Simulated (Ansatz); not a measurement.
S: geometry relaxation (part 1 of 2)

S (R-3, 6 atoms in the cell), computed with DFT, PBE-D3(BJ), plane waves, PAW, no spin polarisation (Ansatz 0.2.0).

The structure derives from a Materials Project entry.

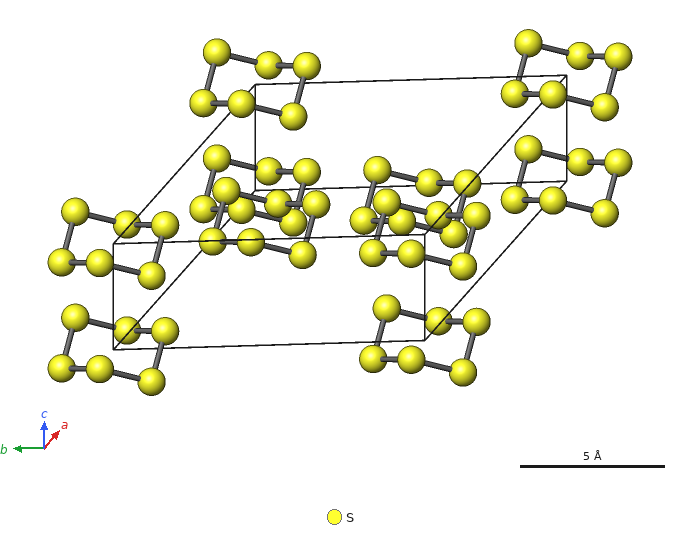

*The structure as given in the input (ball-and-stick view of the cell 3 times as large as that of the calculation, set on its symmetry axes, seen at an oblique angle). An atom can appear more than once, as a periodic image.*

Near neighbours in the periodic cell (some may lie outside the picture): S has 2 S at 2.06 Å.

### Input file
```yaml
crystal:
  lattice:
    - [5.4238757856, 3.1314761449, 1.4993745218]
    - [-5.4238757856, 3.1314761449, 1.4993745218]
    - [0.0, -6.2629522898, 1.4993745218]
  atoms:
    - { symbol: S, position: [0.24492283, 0.14077002, 0.90933939] }
    - { symbol: S, position: [0.90933939, 0.24492283, 0.14077002] }
    - { symbol: S, position: [0.14077002, 0.90933939, 0.24492283] }
    - { symbol: S, position: [0.75507717, 0.85922998, 0.09066061] }
    - { symbol: S, position: [0.09066061, 0.75507717, 0.85922998] }
    - { symbol: S, position: [0.85922998, 0.09066061, 0.75507717] }
kpoints:
  mp_grid: { grid: [6, 6, 6] }
hamiltonian:
  xc: pbe
  dispersion: d3bj
scf:
  occupations: { method: fermi_dirac, width: 0.02 }
relax:
  f_tol: 0.005
  cell: {}
output:
  write_density: true
  write_potential: true
  elf: true
  volumetric_format: npy
```

Run on 4 threads of AMD EPYC (Zen 3), 192 GiB of memory available, shared host.

Command:
```bash
ansatz run input.yaml --threads 4 --pin off --max-ram 5529MiB --backend cpu --events-out ev --progress --plain --runs-dir out
```

### Log
```
Engine: ansatz 0.2.0, x86_64-unknown-linux-gnu
Pseudopotentials: kind: paw
Pseudopotential: S, paw, valence charge 6, recommended cutoff 420 eV (normal), S.paw.azcp
Functional definition: PBE
  parameter kappa = 0.804
  parameter beta = 0.06672455060314922
  exchange = pbe_x(kappa = kappa, mu = beta*pi^2/3)
  correlation = pbe_c(beta = beta)
Crystal: 6 atoms, lattice volume = 152.799 Å³
Basis set: ecut = 420 eV, 3011 PW (Γ), exchange–correlation on 90×90×90 points (8 copies of the dense FFT grid, shifted against one another)
Bands: 24, of which v1, the nominal top of the filled ones, is band 18 counted from 1 (17 counted from 0)
Symmetry: 6 space group operations
Space group: R-3 (ITA 148), of the structure as read, at distance tolerance 5.3e-5 Å
k-points: 40 of 216
Non-local potential: S, projectors of the file, l = 0: 2, l = 1: 2, l = 2: 2
PAW form: soft (Blöchl's): semilocal exchange-correlation on the pseudo side does not see the compensation charge
PAW one-centre angular grid: S, 110 points (default); XC on 64 Gauss nodes
Initial density: superposition of atomic densities (neutral atoms: chi_scale 0, normalization atom), corrected by the library's trained network
Initial wavefunctions: pseudopotential atomic-orbital guess
Functional: x = pbe(κ = 0.804, μ = 0.2195149727645171), c = pbe(β = 0.06672455060314922)
SCF iter   1: F=—  HF=-5413.230702 eV  |F-HF|=—  |Δ(HF+E_count)|=         —  Δρ=2.70e-3  dr2=8.00e-3  ethr=1.77e-3  ⟨swp⟩=7.7  Hψ=5420  notcnv=0
preconditioner: auto → Resta (q_TF=auto, 2.144 Å⁻¹)  ε∞=4.4  [insulator: Δε(μ)=2.132 eV  Ē_g=9.718 eV  σ=0.020 eV  W_gap=1.00  n_scr=24 (ndim 8)  ℏωp=18.0 eV  f_vac=0.017  D(μ)=0.00/eV (n_scr^D=0)  ε∞_Penn≈4.4]
SCF iter   2: F=—  HF=-5413.229633 eV  |F-HF|=—  |Δ(HF+E_count)|=   1.07e-3  Δρ=1.40e-3  dr2=1.63e-3  ethr=2.22e-5  ⟨swp⟩=2.0  Hψ=2104  notcnv=0  defer=62
SCF iter   3: F=—  HF=-5413.230761 eV  |F-HF|=—  |Δ(HF+E_count)|=   1.13e-3  Δρ=3.13e-4  dr2=1.22e-4  ethr=4.54e-6  ⟨swp⟩=2.1  Hψ=1414  notcnv=0  defer=62
SCF iter   4: F=—  HF=-5413.230856 eV  |F-HF|=—  |Δ(HF+E_count)|=   9.50e-5  Δρ=5.70e-5  dr2=5.27e-6  ethr=3.38e-7  ⟨swp⟩=2.2  Hψ=1430  notcnv=0  defer=62
SCF iter   5: F=—  HF=-5413.230846 eV  |F-HF|=—  |Δ(HF+E_count)|=   9.74e-6  Δρ=1.28e-5  dr2=2.71e-7  ethr=1.46e-8  ⟨swp⟩=2.0  Hψ=1539  notcnv=0  defer=62
SCF iter   6: F=-5413.230847 eV  HF=-5413.230847 eV  |F-HF|=2.04e-8  |Δ(HF+E_count)|=   5.66e-7  Δρ=2.26e-6  dr2=9.69e-9  ethr=2.78e-10  ⟨swp⟩=8.9  Hψ=6301  notcnv=0
SCF 1 converged in 6 iterations: F = -5413.230847 eV  dr2 = 9.69e-9
  greatest PAW one-centre occupation: 0.871 electrons in one spin orbital (limit 2), on the S atom at site 5 (counted from 0), in its partial waves of l = 0
relax step   1: F+E_penalty+E_count = -5413.23084699 eV  Δ(F+E_penalty+E_count) = +0.000e0 eV  max|allowed force component| = 2.779e-1 eV/Å  Δτ_max = 0.0000 Å  P = +0.416 GPa  Ω = 152.799 Å³  (6 SCF iters, dr2 threshold 1.00e-7 eV, accepted)
Crystal: 6 atoms, lattice volume = 139.605 Å³
Basis set: ecut = 420 eV, 2729 PW (Γ), exchange–correlation on 90×90×90 points (8 copies of the dense FFT grid, shifted against one another)
Initial density: handed on by an earlier stage of this run
Initial wavefunctions: those handed on with the density
iter 1 solved again at ethr=9.67e-5 eV; its pass at ethr=3.10e-3 eV (dr2=3.48e-2 eV) is discarded
SCF iter   1: F=—  HF=-5413.299388 eV  |F-HF|=—  |Δ(HF+E_count)|=         —  Δρ=6.84e-3  dr2=3.24e-2  ethr=9.67e-5  ⟨swp⟩=2.5  Hψ=6270  notcnv=0
preconditioner: auto → Resta (q_TF=auto, 2.177 Å⁻¹)  ε∞=4.8  [insulator: Δε(μ)=2.019 eV  Ē_g=9.690 eV  σ=0.020 eV  W_gap=1.00  n_scr=24 (ndim 8)  ℏωp=18.9 eV  f_vac=0.002  D(μ)=0.00/eV (n_scr^D=0)  ε∞_Penn≈4.8]
SCF iter   2: F=—  HF=-5413.295860 eV  |F-HF|=—  |Δ(HF+E_count)|=   3.53e-3  Δρ=3.61e-3  dr2=8.16e-3  ethr=9.00e-5  ⟨swp⟩=2.0  Hψ=1107  notcnv=0
SCF iter   3: F=—  HF=-5413.296077 eV  |F-HF|=—  |Δ(HF+E_count)|=   2.17e-4  Δρ=3.85e-4  dr2=1.97e-4  ethr=2.27e-5  ⟨swp⟩=2.5  Hψ=1788  notcnv=0
SCF iter   4: F=—  HF=-5413.296101 eV  |F-HF|=—  |Δ(HF+E_count)|=   2.41e-5  Δρ=7.50e-5  dr2=8.89e-6  ethr=5.47e-7  ⟨swp⟩=2.0  Hψ=1459  notcnv=0
SCF iter   5: F=—  HF=-5413.296107 eV  |F-HF|=—  |Δ(HF+E_count)|=   5.41e-6  Δρ=1.97e-5  dr2=1.17e-6  ethr=1.67e-9  ⟨swp⟩=10.0  Hψ=7193  notcnv=0
SCF iter   6: F=-5413.296107 eV  HF=-5413.296107 eV  |F-HF|=4.45e-8  |Δ(HF+E_count)|=   5.87e-7  Δρ=5.60e-6  dr2=5.26e-8  ethr=1.67e-9  ⟨swp⟩=9.0  Hψ=6497  notcnv=0
SCF 2 converged in 6 iterations: F = -5413.296107 eV  dr2 = 5.26e-8
  greatest PAW one-centre occupation: 0.872 electrons in one spin orbital (limit 2), on the S atom at site 5 (counted from 0), in its partial waves of l = 0
relax step   2: F+E_penalty+E_count = -5413.29610716 eV  Δ(F+E_penalty+E_count) = -6.526e-2 eV  max|allowed force component| = 1.381e-1 eV/Å  Δτ_max = 0.0739 Å  P = +0.136 GPa  Ω = 139.605 Å³  energy of the carried Pulay correction = +4.503e-4 eV  (6 SCF iters, dr2 threshold 6.00e-7 eV, accepted)
Crystal: 6 atoms, lattice volume = 135.013 Å³
Basis set: ecut = 420 eV, 2657 PW (Γ), exchange–correlation on 90×90×90 points (8 copies of the dense FFT grid, shifted against one another)
iter 1 solved again at ethr=1.65e-5 eV; its pass at ethr=3.10e-3 eV (dr2=5.94e-3 eV) is discarded
SCF iter   1: F=—  HF=-5413.304697 eV  |F-HF|=—  |Δ(HF+E_count)|=         —  Δρ=2.89e-3  dr2=5.81e-3  ethr=1.65e-5  ⟨swp⟩=2.5  Hψ=6059  notcnv=0
preconditioner: auto → Resta (q_TF=auto, 2.189 Å⁻¹)  ε∞=4.9  [insulator: Δε(μ)=2.026 eV  Ē_g=9.679 eV  σ=0.020 eV  W_gap=1.00  n_scr=24 (ndim 8)  ℏωp=19.2 eV  f_vac=0.000  D(μ)=0.00/eV (n_scr^D=0)  ε∞_Penn≈4.9]
SCF iter   2: F=—  HF=-5413.303796 eV  |F-HF|=—  |Δ(HF+E_count)|=   9.01e-4  Δρ=1.57e-3  dr2=1.72e-3  ethr=1.61e-5  ⟨swp⟩=1.0  Hψ=960  notcnv=0
SCF iter   3: F=—  HF=-5413.303629 eV  |F-HF|=—  |Δ(HF+E_count)|=   1.68e-4  Δρ=1.42e-4  dr2=2.31e-5  ethr=4.76e-6  ⟨swp⟩=2.1  Hψ=1545  notcnv=0
SCF iter   4: F=—  HF=-5413.303599 eV  |F-HF|=—  |Δ(HF+E_count)|=   3.00e-5  Δρ=2.77e-5  dr2=1.15e-6  ethr=6.41e-8  ⟨swp⟩=2.4  Hψ=1570  notcnv=0
SCF iter   5: F=-5413.303600 eV  HF=-5413.303600 eV  |F-HF|=7.63e-8  |Δ(HF+E_count)|=   1.59e-6  Δρ=5.65e-6  dr2=5.03e-8  ethr=1.67e-9  ⟨swp⟩=9.0  Hψ=6532  notcnv=0
SCF 3 converged in 5 iterations: F = -5413.303600 eV  dr2 = 5.03e-8
relax step   3: F+E_penalty+E_count = -5413.30360030 eV  Δ(F+E_penalty+E_count) = -7.493e-3 eV  max|allowed force component| = 5.716e-2 eV/Å  Δτ_max = 0.0269 Å  P = +0.181 GPa  Ω = 135.013 Å³  energy of the carried Pulay correction = +6.166e-4 eV  (5 SCF iters, dr2 threshold 6.00e-7 eV, accepted)
Crystal: 6 atoms, lattice volume = 135.494 Å³
Basis set: ecut = 420 eV, 2669 PW (Γ), exchange–correlation on 90×90×90 points (8 copies of the dense FFT grid, shifted against one another)
iter 1 solved again at ethr=2.23e-6 eV; its pass at ethr=3.10e-3 eV (dr2=8.01e-4 eV) is discarded
SCF iter   1: F=—  HF=-5413.307769 eV  |F-HF|=—  |Δ(HF+E_count)|=         —  Δρ=8.92e-4  dr2=7.30e-4  ethr=2.23e-6  ⟨swp⟩=2.0  Hψ=6196  notcnv=0
preconditioner: auto → Resta (q_TF=auto, 2.188 Å⁻¹)  ε∞=4.9  [insulator: Δε(μ)=1.953 eV  Ē_g=9.662 eV  σ=0.020 eV  W_gap=1.00  n_scr=24 (ndim 8)  ℏωp=19.1 eV  f_vac=0.000  D(μ)=0.00/eV (n_scr^D=0)  ε∞_Penn≈4.9]
SCF iter   2: F=—  HF=-5413.307663 eV  |F-HF|=—  |Δ(HF+E_count)|=   1.06e-4  Δρ=4.78e-4  dr2=2.24e-4  ethr=2.03e-6  ⟨swp⟩=1.0  Hψ=960  notcnv=0
SCF iter   3: F=—  HF=-5413.307592 eV  |F-HF|=—  |Δ(HF+E_count)|=   7.12e-5  Δρ=5.83e-5  dr2=3.64e-6  ethr=6.22e-7  ⟨swp⟩=2.3  Hψ=1698  notcnv=0
SCF iter   4: F=-5413.307595 eV  HF=-5413.307595 eV  |F-HF|=1.03e-7  |Δ(HF+E_count)|=   3.22e-6  Δρ=1.19e-5  dr2=3.62e-7  ethr=1.38e-9  ⟨swp⟩=9.0  Hψ=6597  notcnv=0
SCF 4 converged in 4 iterations: F = -5413.307595 eV  dr2 = 3.62e-7
  greatest PAW one-centre occupation: 0.872 electrons in one spin orbital (limit 2), on the S atom at site 3 (counted from 0), in its partial waves of l = 0
relax step   4: F+E_penalty+E_count = -5413.30759504 eV  Δ(F+E_penalty+E_count) = -3.995e-3 eV  max|allowed force component| = 3.404e-2 eV/Å  Δτ_max = 0.0038 Å  P = -0.071 GPa  Ω = 135.494 Å³  energy of the carried Pulay correction = +5.990e-4 eV  (4 SCF iters, dr2 threshold 4.96e-7 eV, accepted)
Crystal: 6 atoms, lattice volume = 134.907 Å³
Basis set: ecut = 420 eV, 2633 PW (Γ), exchange–correlation on 90×90×90 points (8 copies of the dense FFT grid, shifted against one another)
iter 1 solved again at ethr=2.63e-6 eV; its pass at ethr=3.10e-3 eV (dr2=9.47e-4 eV) is discarded
SCF iter   1: F=—  HF=-5413.309232 eV  |F-HF|=—  |Δ(HF+E_count)|=         —  Δρ=1.07e-3  dr2=8.50e-4  ethr=2.63e-6  ⟨swp⟩=2.0  Hψ=6111  notcnv=0
preconditioner: auto → Resta (q_TF=auto, 2.189 Å⁻¹)  ε∞=4.9  [insulator: Δε(μ)=1.877 eV  Ē_g=9.665 eV  σ=0.020 eV  W_gap=1.00  n_scr=24 (ndim 8)  ℏωp=19.2 eV  f_vac=0.000  D(μ)=0.00/eV (n_scr^D=0)  ε∞_Penn≈4.9]
SCF iter   2: F=—  HF=-5413.309156 eV  |F-HF|=—  |Δ(HF+E_count)|=   7.59e-5  Δρ=5.59e-4  dr2=2.33e-4  ethr=2.36e-6  ⟨swp⟩=1.0  Hψ=960  notcnv=0
SCF iter   3: F=—  HF=-5413.309165 eV  |F-HF|=—  |Δ(HF+E_count)|=   8.74e-6  Δρ=6.56e-5  dr2=5.06e-6  ethr=6.47e-7  ⟨swp⟩=2.1  Hψ=1684  notcnv=0
SCF iter   4: F=—  HF=-5413.309125 eV  |F-HF|=—  |Δ(HF+E_count)|=   3.91e-5  Δρ=1.30e-5  dr2=3.46e-7  ethr=1.41e-8  ⟨swp⟩=2.0  Hψ=1416  notcnv=0
SCF iter   5: F=-5413.309126 eV  HF=-5413.309126 eV  |F-HF|=1.45e-8  |Δ(HF+E_count)|=   2.34e-7  Δρ=4.48e-6  dr2=2.61e-8  ethr=4.35e-10  ⟨swp⟩=9.0  Hψ=6378  notcnv=0
SCF 5 converged in 5 iterations: F = -5413.309126 eV  dr2 = 2.61e-8
relax step   5: F+E_penalty+E_count = -5413.30912573 eV  Δ(F+E_penalty+E_count) = -1.531e-3 eV  max|allowed force component| = 1.918e-2 eV/Å  Δτ_max = 0.0060 Å  P = -0.087 GPa  Ω = 134.907 Å³  energy of the carried Pulay correction = +6.206e-4 eV  (5 SCF iters, dr2 threshold 1.57e-7 eV, accepted)
Crystal: 6 atoms, lattice volume = 134.869 Å³
Basis set: ecut = 420 eV, 2645 PW (Γ), exchange–correlation on 90×90×90 points (8 copies of the dense FFT grid, shifted against one another)
iter 1 solved again at ethr=2.38e-7 eV; its pass at ethr=3.10e-3 eV (dr2=8.58e-5 eV) is discarded
SCF iter   1: F=—  HF=-5413.309306 eV  |F-HF|=—  |Δ(HF+E_count)|=         —  Δρ=3.95e-4  dr2=9.21e-5  ethr=2.38e-7  ⟨swp⟩=3.0  Hψ=5856  notcnv=0
preconditioner: auto → Resta (q_TF=auto, 2.189 Å⁻¹)  ε∞=4.9  [insulator: Δε(μ)=1.867 eV  Ē_g=9.670 eV  σ=0.020 eV  W_gap=1.00  n_scr=24 (ndim 8)  ℏωp=19.2 eV  f_vac=0.000  D(μ)=0.00/eV (n_scr^D=0)  ε∞_Penn≈4.9]
SCF iter   2: F=—  HF=-5413.309301 eV  |F-HF|=—  |Δ(HF+E_count)|=   4.55e-6  Δρ=2.06e-4  dr2=2.37e-5  ethr=2.38e-7  ⟨swp⟩=1.0  Hψ=960  notcnv=0
SCF iter   3: F=—  HF=-5413.309257 eV  |F-HF|=—  |Δ(HF+E_count)|=   4.45e-5  Δρ=2.14e-5  dr2=4.78e-7  ethr=6.59e-8  ⟨swp⟩=2.0  Hψ=1681  notcnv=0
SCF iter   4: F=-5413.309257 eV  HF=-5413.309257 eV  |F-HF|=1.36e-8  |Δ(HF+E_count)|=   3.01e-7  Δρ=3.74e-6  dr2=2.06e-8  ethr=7.22e-11  ⟨swp⟩=7.0  Hψ=6219  notcnv=0
SCF 6 converged in 4 iterations: F = -5413.309257 eV  dr2 = 2.06e-8
relax step   6: F+E_penalty+E_count = -5413.30925703 eV  Δ(F+E_penalty+E_count) = -1.313e-4 eV  max|allowed force component| = 5.568e-3 eV/Å  Δτ_max = 0.0035 Å  P = -0.035 GPa  Ω = 134.869 Å³  energy of the carried Pulay correction = +6.220e-4 eV  (4 SCF iters, dr2 threshold 2.60e-8 eV, accepted)
Crystal: 6 atoms, lattice volume = 134.769 Å³
iter 1 solved again at ethr=2.20e-8 eV; its pass at ethr=3.10e-3 eV (dr2=7.93e-6 eV) is discarded
SCF iter   1: F=—  HF=-5413.309315 eV  |F-HF|=—  |Δ(HF+E_count)|=         —  Δρ=1.05e-4  dr2=8.10e-6  ethr=2.20e-8  ⟨swp⟩=2.2  Hψ=5284  notcnv=0
preconditioner: auto → Resta (q_TF=auto, 2.189 Å⁻¹)  ε∞=4.9  [insulator: Δε(μ)=1.871 eV  Ē_g=9.674 eV  σ=0.020 eV  W_gap=1.00  n_scr=24 (ndim 8)  ℏωp=19.2 eV  f_vac=0.000  D(μ)=0.00/eV (n_scr^D=0)  ε∞_Penn≈4.9]
SCF iter   2: F=—  HF=-5413.309316 eV  |F-HF|=—  |Δ(HF+E_count)|=   9.65e-7  Δρ=5.37e-5  dr2=2.17e-6  ethr=2.20e-8  ⟨swp⟩=1.0  Hψ=960  notcnv=0
SCF iter   3: F=—  HF=-5413.309269 eV  |F-HF|=—  |Δ(HF+E_count)|=   4.71e-5  Δρ=5.26e-6  dr2=4.29e-8  ethr=6.03e-9  ⟨swp⟩=2.0  Hψ=1571  notcnv=0
SCF iter   4: F=—  HF=-5413.309269 eV  |F-HF|=—  |Δ(HF+E_count)|=   1.47e-8  Δρ=1.55e-6  dr2=3.36e-9  ethr=1.19e-10  ⟨swp⟩=2.0  Hψ=1681  notcnv=0
SCF iter   5: F=-5413.309269 eV  HF=-5413.309269 eV  |F-HF|=1.73e-10  |Δ(HF+E_count)|=   3.14e-9  Δρ=3.29e-7  dr2=1.46e-10  ethr=5.38e-12  ⟨swp⟩=7.0  Hψ=5112  notcnv=0
SCF 7 converged in 5 iterations: F = -5413.309269 eV  dr2 = 1.46e-10
relax step   7: F+E_penalty+E_count = -5413.30926906 eV  Δ(F+E_penalty+E_count) = -1.203e-5 eV  max|allowed force component| = 1.716e-3 eV/Å  Δτ_max = 0.0007 Å  P = +0.010 GPa  Ω = 134.769 Å³  energy of the carried Pulay correction = +6.256e-4 eV  (5 SCF iters, dr2 threshold 1.94e-9 eV, accepted)
Initial wavefunctions: pseudopotential atomic-orbital guess (no wavefunctions were taken with the density)
iter 1 solved again at ethr=4.95e-7 eV; its pass at ethr=3.10e-3 eV (dr2=1.78e-4 eV) is discarded
SCF iter   1: F=—  HF=-5413.308723 eV  |F-HF|=—  |Δ(HF+E_count)|=         —  Δρ=3.38e-5  dr2=1.30e-7  ethr=4.95e-7  ⟨swp⟩=3.0  Hψ=8075  notcnv=0
eigensolver tolerance schedule: the retry pair's looser diagonalisation over-reported the residual by 1369.31 of it (diagonalisation noise at 0.28 of the residual, at the tolerance the schedule requests for it); recorded, not acted on — ethr = c·dr2/N_el stays at c = 1.0e-1
preconditioner: auto → Resta (q_TF=auto, 2.189 Å⁻¹)  ε∞=4.9  [insulator: Δε(μ)=1.872 eV  Ē_g=9.674 eV  σ=0.020 eV  W_gap=1.00  n_scr=24 (ndim 8)  ℏωp=19.2 eV  f_vac=0.000  D(μ)=0.00/eV (n_scr^D=0)  ε∞_Penn≈4.9]
SCF iter   2: F=—  HF=-5413.308799 eV  |F-HF|=—  |Δ(HF+E_count)|=   7.66e-5  Δρ=1.77e-5  dr2=3.56e-8  ethr=3.61e-10  ⟨swp⟩=2.0  Hψ=1665  notcnv=0
SCF iter   3: F=—  HF=-5413.308800 eV  |F-HF|=—  |Δ(HF+E_count)|=   3.13e-7  Δρ=6.12e-7  dr2=3.55e-10  ethr=9.88e-11  ⟨swp⟩=2.0  Hψ=1680  notcnv=0
SCF iter   4: F=-5413.308800 eV  HF=-5413.308800 eV  |F-HF|=7.28e-12  |Δ(HF+E_count)|=  7.46e-11  Δρ=2.34e-7  dr2=4.54e-11  ethr=1.00e-12  ⟨swp⟩=6.2  Hψ=4663  notcnv=0
SCF 8 converged in 4 iterations: F = -5413.308800 eV  dr2 = 4.54e-11
relax step   8: F+E_penalty+E_count = -5413.30879971 eV  Δ(F+E_penalty+E_count) = +4.694e-4 eV  max|allowed force component| = 1.810e-3 eV/Å  Δτ_max = 0.0000 Å  P = +0.009 GPa  Ω = 134.769 Å³  stress off target by 1.38e-2 GPa  SCF on the basis re-selected at this cell (its energy is not comparable with the rows above)  (4 SCF iters)
```

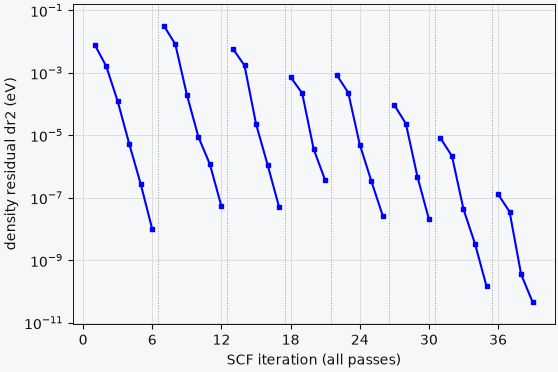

*Convergence of the self-consistent field: density residual dr2 against the SCF iteration. The dotted lines part the SCF passes of the relaxation: geometry steps, rejected trials and re-solves on a re-selected basis.*

The 8 passes take 4 to 6 iterations each, 39 in all.

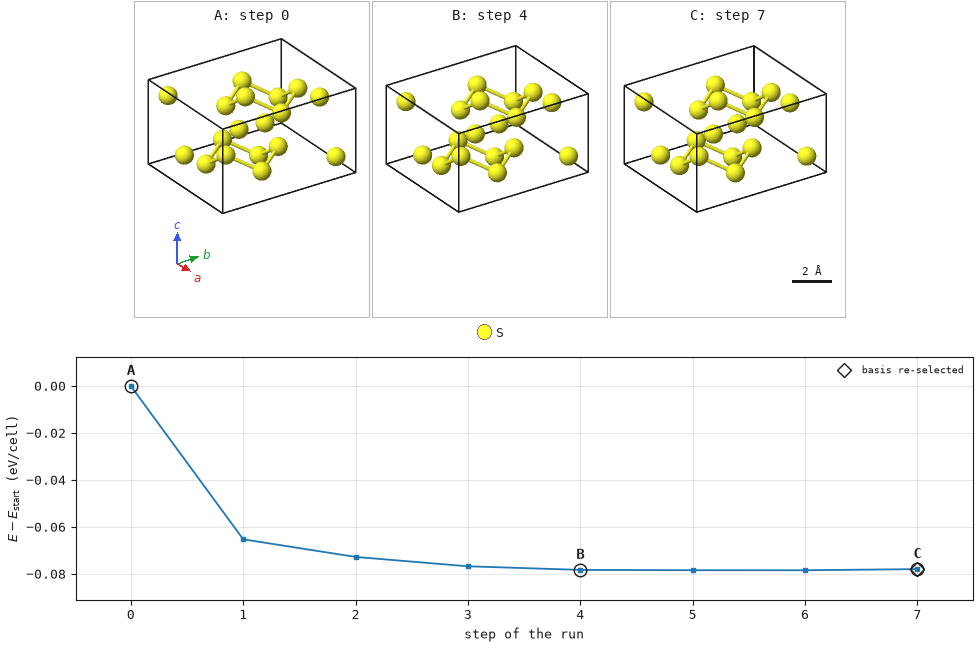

*Frames of the relaxation (ball-and-stick view of the cell 3 times as large as that of the calculation, set on its symmetry axes, seen slightly off an axis) above the curves, on which the letters mark them (the first geometry is step 0 here and step 1 in the log).*
